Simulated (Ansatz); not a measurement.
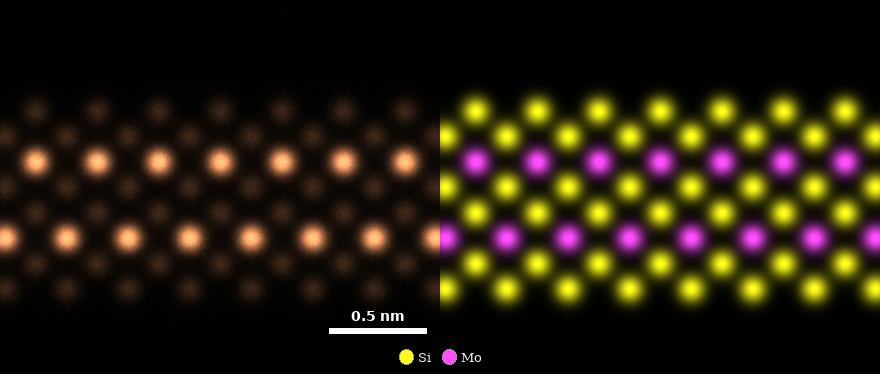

Cross-section of a (001) slab of Si2Mo (I4/mmm) with overall composition Si3Mo, seen along a direction in its plane, the normal pointing up. Simulation: incoherent imaging, intensity Z^1.6 per atom, probe width 1.04 Å, thin sample. The probe carries 15 % of its weight in a tail 2.5 times as wide. Shot noise was added. Atomic positions: coordinates from a relaxation in a fixed cell with Ansatz, DFT PBEsol, scalar-relativistic, plane waves, PAW. The right panel is a simulated map of the elements in the same area (atoms counted along the beam, one colour per element).

Question: How many atomic planes does the slab have, and what do they hold from top to bottom?

Answer: 8 planes (atoms within 0.35 Å in height count as one plane):

| plane | content | depth below the top plane (Å) |
| --- | --- | --- |
| 1 | Si | 0.0 |
| 2 | Si | 1.3 |
| 3 | Mo | 2.6 |
| 4 | Si | 3.9 |
| 5 | Si | 5.3 |
| 6 | Mo | 6.6 |
| 7 | Si | 7.9 |
| 8 | Si | 9.2 |

Question: How thick is it, and how does it end on either side?

Answer: The outermost planes are 9.2 Å apart. The upper face ends in Si and the lower in Si, so the sequence of planes is the same from both sides.
